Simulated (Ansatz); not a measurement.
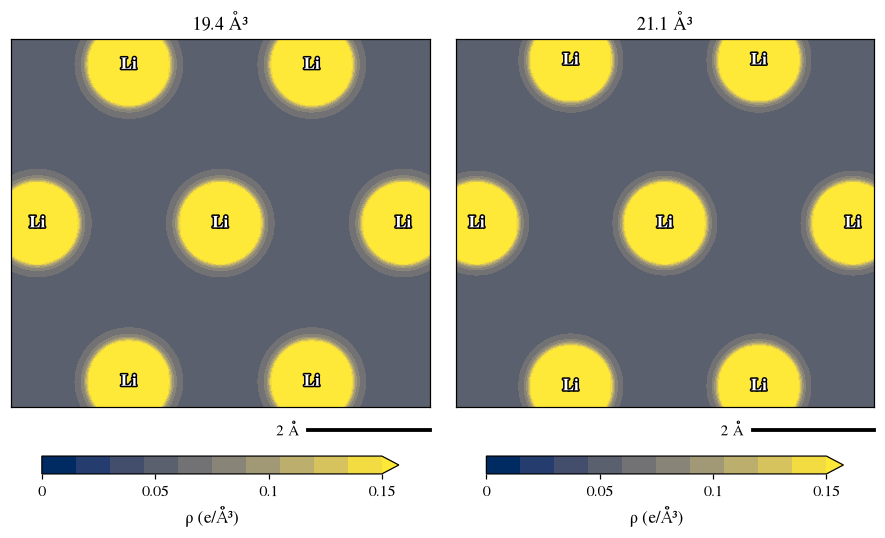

Li. The valence electron density of cells scaled evenly to different volumes (given per atom above each panel), on the (111) plane of each (indices in the axes of the cell below), at one length scale and on one colour scale.

Computed without spin polarisation.

These are results of DFT, revPBE, plane waves (420 eV) with PAW, scalar-relativistic in Ansatz 0.2.0, not measurements.

The largest cell:

```
Li
1.0
     1.55253    0.89636    7.58156
    -1.55253    0.89636    7.58156
     0.00000   -1.79271    7.58156
Li
3
Direct
  0.00000 0.00000 0.00000
  0.22230 0.22230 0.22230
  0.77770 0.77770 0.77770
```

| volume (Å³/atom) | Li–Li contact in the plane (Å) | ρ at its midpoint (e/Å³) | pressure (GPa) | 
| --- | --- | --- | --- |
| 19.41 | 3.020 | 0.056 | 1.3 | 
| 20.26 | 3.063 | ? | ? | 
| 21.10 | 3.105 | 0.051 | 0.0 | 

Question: Estimate the missing row, and compare with the calculation.

Answer: Over the known rows ln ρ falls by 1.10 per Å of Li–Li distance (the line through the two), which gives 0.053 e/Å³ at 3.063 Å; the calculation gives 0.053 e/Å³. For the pressure, a straight line in volume between the neighbouring rows gives 0.6 GPa; the calculation gives 0.6.
